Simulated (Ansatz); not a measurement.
# Nudged elastic band of Al16O25 (part 5 of 5)

Al16O25 (defect cell, 41 atoms in the cell); DFT PBE-D3(BJ), scalar-relativistic, plane waves, PAW, PAW set soft_1, spin-polarised (Ansatz 0.2.0); cutoff 420 eV, 2×2×2 k-mesh, Gaussian smearing of 0.05 eV, collinear spins. The structure derives from an entry of the Crystallography Open Database. The run did not end well. It belongs to a series of runs on one base structure; here: band between the two ends.

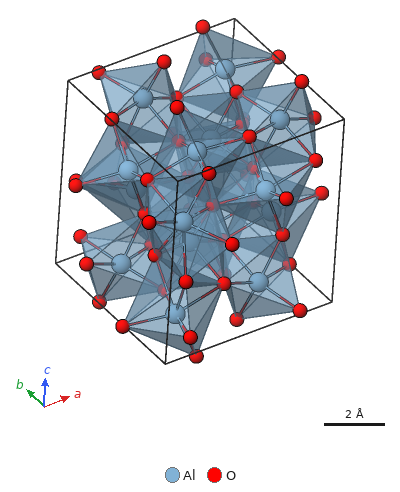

The input geometry (polyhedral view of the cell of the calculation, seen at an oblique angle; polyhedra are completed across the faces of the cell). An atom can appear more than once, as a periodic image.

### The last band as extended XYZ, continued
```
41
Lattice="-4.7540 -2.7447 4.3273 4.7540 -2.7447 4.3273 0.0000 5.4894 4.3273" Properties=species:S:1:pos:R:3:forces:R:3 image=7 energy=-22848.51307
Al    0.0349   -0.0991    4.5097    0.0679  -0.0860  -0.1674
Al    0.0118   -0.0307    1.8834   -0.0340   0.0647  -0.0726
Al    0.0017    0.0031    8.4030   -0.0066   0.0047   0.0138
Al   -0.0236    0.0317   11.0325   -0.0508   0.0627  -0.0400
O     0.9306    1.3823    7.5751   -0.1136   0.0174  -0.0762
O    -1.6868    0.0696    7.6251   -0.0136   0.0372  -0.0316
O     0.7639   -1.4704    7.5591    0.0512   0.0200   0.0060
O    -0.9184   -1.4215    5.3797    0.0109   0.0355  -0.0357
O     1.6630   -0.1332    5.3584   -0.0436   0.0107  -0.0931
O    -0.6084    1.1644    5.7214    0.0129  -0.1515   0.0791
Al    0.0112   -2.7408    8.8872   -0.0067   0.0221  -0.0280
Al    0.0197   -2.7498    6.2434    0.0345   0.0321  -0.0209
Al    0.0318    2.8110    3.9498   -0.2387   0.1046  -0.2587
Al    0.0171    2.7508    6.7470    0.0909   0.1152   0.0016
O    -3.8168    1.4118    7.5293   -0.0088   0.0940  -0.0485
O     3.1431    0.2739    7.3396   -0.2945  -0.3376  -0.0314
O     0.7360    1.2385    3.2342   -0.0422   0.0255  -0.0387
O     3.8595   -1.3831    5.4061    0.0119  -0.0022  -0.1188
O    -3.0960   -0.1218    5.4039   -0.0173   0.0017   0.0274
O    -0.7197   -1.2399    9.6914    0.0476   0.0441  -0.0685
Al   -2.3612    1.3634    8.8785   -0.0269  -0.0291   0.0253
Al   -2.4277    1.3905    6.2247   -0.1630   0.0734  -0.0323
Al    2.4085   -1.3644    4.0830    0.0349  -0.0243  -0.0008
Al    2.4204   -1.3935    6.7298    0.0346   0.2461  -0.0454
O    -1.4340   -2.7390    7.5658    0.0006   0.0132  -0.0299
O     0.7669   -1.2835    3.2163    0.0204   0.0331  -0.0309
O     3.1028    2.6808    7.5453   -0.0094  -0.0469  -0.0249
O     1.4059    2.7399    5.3654   -0.0624  -0.0681  -0.0408
O    -0.7439    1.2798    9.7265   -0.0429   0.0334  -0.0039
O    -3.0995   -2.6517    5.3872    0.0104   0.0120  -0.0307
Al    2.3851    1.3887    8.8618    0.0269  -0.0905  -0.0986
Al    2.3508    1.3949    6.1509    0.1234  -0.0697   0.0611
Al   -2.3809   -1.4064    4.0636    0.0046   0.0397  -0.0350
Al   -2.3628   -1.3850    6.7240   -0.0150   0.0003  -0.0027
O    -1.4329   -0.1369    3.1491   -0.0222   0.1305  -0.0290
O     0.7251   -4.0007    7.5755    0.0070   0.0142  -0.0236
O    -1.6437    2.6098    7.5363    0.0017   0.0186  -0.0770
O     1.4043    0.0649    9.7538   -0.0614   0.0489  -0.0370
O    -0.7061    3.9779    5.3608    0.0290   0.0905   0.0057
O     1.6615   -2.6321    5.3979    0.0142  -0.0047  -0.0454
O    -1.3667    1.7986    4.5302    0.6382  -0.5355   1.4982
41
Lattice="-4.7540 -2.7447 4.3273 4.7540 -2.7447 4.3273 0.0000 5.4894 4.3273" Properties=species:S:1:pos:R:3:forces:R:3 image=8 energy=-22848.92261
Al    0.0576   -0.0704    4.5011   -0.0095   0.0042  -0.0084
Al   -0.0087   -0.0114    1.8615    0.0036  -0.0022   0.0005
Al   -0.0214    0.0140    8.3863   -0.0018   0.0003   0.0043
Al   -0.0287    0.0446   11.0155   -0.0049  -0.0027  -0.0009
O     0.9664    1.4009    7.6341    0.0014   0.0008   0.0023
O    -1.7251    0.0807    7.6088    0.0038  -0.0016   0.0002
O     0.7395   -1.4540    7.5338   -0.0022  -0.0010  -0.0025
O    -0.9289   -1.3927    5.3410    0.0056   0.0016   0.0023
O     1.7127   -0.1384    5.3336   -0.0013  -0.0020   0.0015
O    -0.3425    1.1094    5.8871   -0.0034  -0.0029   0.0011
Al    0.0034   -2.7306    8.8557   -0.0008   0.0016  -0.0020
Al    0.0017   -2.7292    6.2121    0.0012  -0.0032  -0.0009
Al   -0.0226    2.7980    3.9723   -0.0063  -0.0004   0.0054
Al    0.0493    2.7565    6.7684   -0.0044   0.0054  -0.0064
O    -3.8570    1.4137    7.5356   -0.0017  -0.0004   0.0016
O     3.0989    0.1699    7.4337   -0.0049  -0.0016  -0.0078
O     0.7062    1.2559    3.2307    0.0030   0.0017   0.0014
O     3.8617   -1.3815    5.3579   -0.0032  -0.0016   0.0007
O    -3.1283   -0.1234    5.3991    0.0042   0.0011   0.0005
O    -0.7289   -1.2475    9.6890   -0.0016   0.0012  -0.0044
Al   -2.3911    1.3646    8.8789   -0.0010   0.0020  -0.0018
Al   -2.4754    1.3914    6.2397    0.0032   0.0015   0.0004
Al    2.4214   -1.3703    4.0520    0.0023  -0.0014  -0.0036
Al    2.3913   -1.3790    6.6807    0.0033   0.0046   0.0055
O    -1.4447   -2.7316    7.5268    0.0015   0.0017  -0.0021
O     0.7671   -1.2561    3.2049    0.0000  -0.0021  -0.0018
O     3.1100    2.6518    7.5336    0.0010   0.0034   0.0015
O     1.4204    2.7461    5.3784    0.0029  -0.0004   0.0011
O    -0.7584    1.2863    9.7093   -0.0034  -0.0005  -0.0013
O    -3.1119   -2.6352    5.3702   -0.0016  -0.0023  -0.0006
Al    2.3724    1.3755    8.8805    0.0075  -0.0069   0.0012
Al    2.3734    1.3750    6.1869    0.0017   0.0023   0.0030
Al   -2.3796   -1.3811    4.0355   -0.0002  -0.0006   0.0033
Al   -2.3923   -1.3740    6.7041   -0.0023  -0.0030   0.0001
O    -1.4537   -0.0763    3.1305    0.0014  -0.0012   0.0029
O     0.7249   -3.9842    7.5407    0.0006   0.0026   0.0019
O    -1.6510    2.6174    7.5095   -0.0003  -0.0037   0.0014
O     1.3926    0.0461    9.7340   -0.0028   0.0016  -0.0020
O    -0.7179    3.9799    5.3617    0.0029   0.0006   0.0006
O     1.6523   -2.6225    5.3786   -0.0003   0.0010  -0.0002
O    -1.2538    1.6333    4.8534    0.0070   0.0028   0.0017
```

### Outcome

```json
{"quantity": "outcome", "value": "not converged"}
{"quantity": "barrier, forward (band not converged)", "value": "0.000 eV"}
{"quantity": "barrier, backward", "value": "2.058 eV"}
{"quantity": "wall time", "value": "37 min (CPU time 2.1 h)"}
{"quantity": "peak memory", "value": "4.5 GiB"}
```

The run did not converge: “NEB band did not converge after 26 iterations: max|band force component| = 2.37e0 eV/Å (threshold 5.0e-2); raise `neb.max_iterations` in a new run, which can start from the last band evaluated (`neb.initial_path`, with `crystal.atoms` and `neb.final_atoms` set to its first and last images), add images, or start from endpoints closer to local minima …” Its last values are not results. Warnings of the run: a screening estimate came out negative during mixing; some starting moments were not kept.
